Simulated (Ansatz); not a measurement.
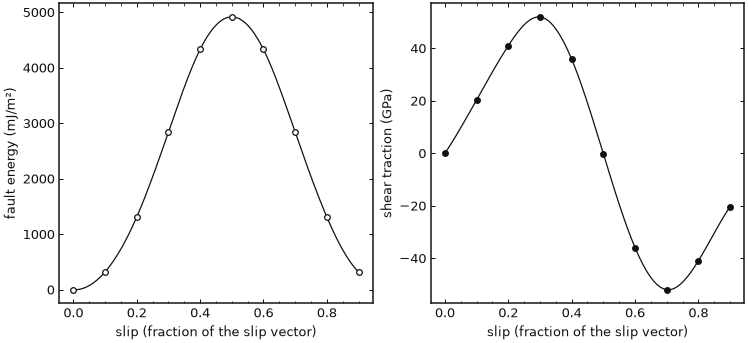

Plotted: fault energy and shear traction against slip for W, space group Im-3m (No. 229).

Cell as given: a = 2.767 Å, b = 2.767 Å, c = 9.036 Å, α = 90.00°, β = 90.00°, γ = 109.47°; 4 atoms.

Method: rigid slide of a crystal across a plane by tilting cell vector c, one fault a cell, unrelaxed, by plane-wave density functional theory with PAW datasets, free energies less that of the undisturbed cell; scalar-relativistic (Ansatz 0.2.0). Level: PBEsol, no spin polarisation.

wave cutoff 420 eV; k mesh 18×18×5; occupations Gaussian; smearing width 0.15 eV; k shift (0, 0, 0) (mesh steps); start as given; height of the cut 0 (fraction of cell vector c); slip vector (1, 1) (multiples of cell vectors a and b).

The points at slip 0.6, 0.7, 0.8 and 0.9 follow from computed ones by symmetry.

The numbers behind the figure:

```csv
slip (fraction of the slip vector),fault energy (mJ/m²),shear traction (GPa)
0.0,0.0,0
0.1,320.4,20
0.2,1310.2,41
0.3,2839.8,52
0.4,4330.4,36
0.5,4916.1,0
0.6,4330.4,-36
0.7,2839.8,-52
0.8,1310.2,-41
0.9,320.4,-20
```

Note: atoms far too close at some points of the scan; reference crystal is not relaxed.
